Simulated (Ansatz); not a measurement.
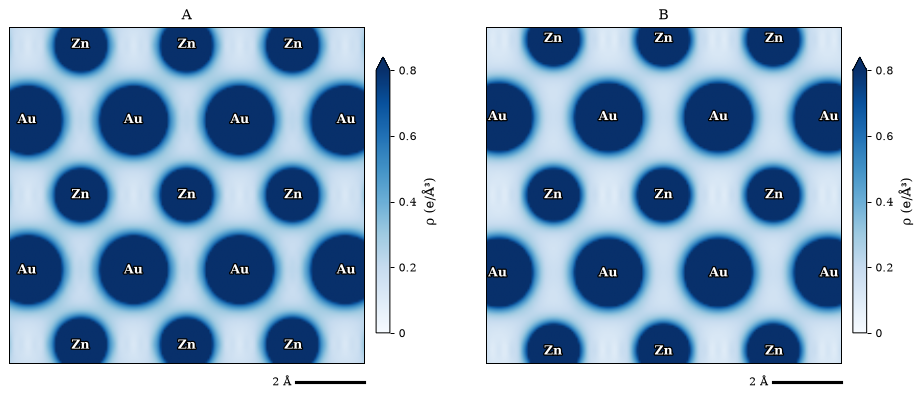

ZnAu. The valence electron density of two cells that differ in size, on the (011̄) plane of each (indices in the axes of the calculation cell), at one length scale and on one colour scale; one has 15.4 and the other 17.2 Å³ an atom.

The calculation used DFT PBE, scalar-relativistic, plane waves, PAW in Ansatz.

Core electrons are frozen (PAW), and the valence fields are smoothed inside the atomic spheres.

The larger cell:

```yaml
crystal:
  lattice:
    - [3.25482, 0.00000, 0.00000]
    - [0.00000, 3.25482, 0.00000]
    - [0.00000, 0.00000, 3.25482]
  atoms:
    - { symbol: Zn, position: [0.50000, 0.50000, 0.50000] }
    - { symbol: Au, position: [0.00000, 0.00000, 0.00000] }
```

The smaller cell: a = 3.133 Å, b = 3.133 Å, c = 3.133 Å, α = 90.00°, β = 90.00°, γ = 90.00°.

Which is the denser cell? Describe the effect of the change.

Answer. Panel A is the smaller cell, by 11 % in volume. From the larger cell to the smaller, Zn–Au goes from 2.82 to 2.71 Å, and the density at its midpoint from 0.25 to 0.3 e/Å³; the pressure goes from −6 to 7 GPa.
